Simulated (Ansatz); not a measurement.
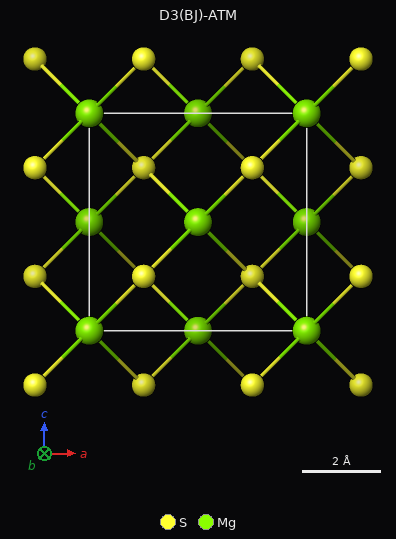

A crystal of MgS (set up in F-43m), relaxed (cell and atoms) with several dispersion corrections. The picture shows the result with D3(BJ)-ATM. Style: ball-and-stick. Shown: the conventional cell (4 times the calculation's cell), along the b axis. Lengths and directions refer to the drawn axes.

Computed with Ansatz 0.2.0: PBE, Ansatz PAW. Set-up: plane-wave cutoff 420 eV; k-point mesh 8 × 8 × 8; occupations fermi-dirac; smearing width 0.05 eV; no spin polarisation; cell and atoms relaxed; force threshold 0.01 eV/Å.

```
dispersion correction  volume (Å³/atom)  a (Å)
                 none                 ?      ?
           D3(BJ)-ATM            22.335  5.632
               D3(BJ)            22.263  5.626
                   D4            22.392  5.637
```

One row is withheld. What does the calculation give there?

With none the volume is the largest of the series, above D4 (22.392). The calculation gives 23.115 Å³/atom (a = 5.697 Å). In order of volume: D3(BJ) < D3(BJ)-ATM < D4 < none; the spread is 3.8 %.

Each member starts from this one structure; whether another phase lies lower wasn't checked.
